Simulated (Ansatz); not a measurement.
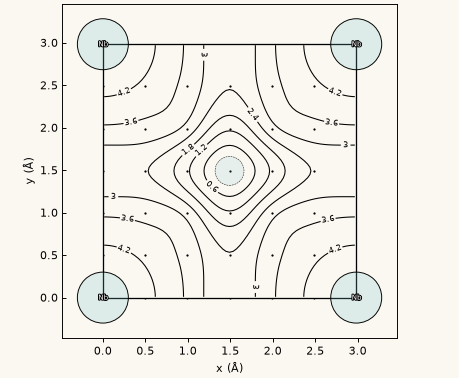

Energy landscape of N on a Nb(100) slab cut from the Fm-3m phase, its upper half relaxed before the scan (3 atoms of substrate and one adsorbate in a 1 × 1 cell). N is moved over the surface cell; relaxed at each place: the height of the adsorbate's atoms; substrate rigid; the origin of the map has the adsorbate above Nb3. Places are given modulo a cell vector. The map is drawn in real space over the plane of the surface. The grid has 6 × 6 points; 10 points were computed and 26 follow by symmetry. All energies are given in eV relative to the lowest grid point. With one adsorbate in each 1 × 1 cell, its nearest image is 3.0 Å away, so neighbouring adsorbates interact. These are results of DFT PBE, scalar-relativistic, plane waves, PAW in Ansatz, not measurements. Settings: cutoff 420 eV, k-mesh 9×9×1, gaussian smearing 0.1 eV, no spin polarisation.

Drawn: contour lines labelled in eV, dots at the grid points, labelled circles for the atoms of the top layer and small ones for the second layer, the outline of one cell of the plane. Between grid points the surface is interpolated. 

**What does the map say about the system?**

The lowest grid point is at a fourfold hollow over a second-layer Nb atom, (3/6, 3/6) of the cell vectors. The highest grid point, the top site over a surface Nb atom, (0/6, 0/6) of the cell vectors, lies 4.74 eV above the lowest. On the interpolated surface the easiest way out of the lowest well to its copy in the next cell or period passes a barrier of about 2.5 eV. At the lowest point the adsorbate has 4 Nb at 2.13 Å as nearest neighbours, at the highest 1 Nb at 1.69 Å. Its relaxed height above the top atom is 0.27 Å at the lowest and 1.69 Å at the highest point.

Grid values (eV):

| second ↓, first → | 0/6 | 1/6 | 2/6 | 3/6 | 4/6 | 5/6 |
| --- | --- | --- | --- | --- | --- | --- |
| 5/6 | 4.37 | 4.08 | 3.39 | 2.43 | 3.39 | 4.08 |
| 4/6 | 3.50 | 3.39 | 2.78 | 1.29 | 2.78 | 3.39 |
| 3/6 | 2.51 | 2.43 | 1.29 | 0.00 | 1.29 | 2.43 |
| 2/6 | 3.50 | 3.39 | 2.78 | 1.29 | 2.78 | 3.39 |
| 1/6 | 4.37 | 4.08 | 3.39 | 2.43 | 3.39 | 4.08 |
| 0/6 | 4.74 | 4.37 | 3.50 | 2.51 | 3.50 | 4.37 |

Each point was launched as `ansatz run input.yaml --threads 1 --pin off --max-ram 3072MiB --backend cpu --events-out ev --progress --plain --runs-dir out`. Time for the 10 points that were run: 9 min on 1 thread of Arm Neoverse V1, with other jobs on the host.
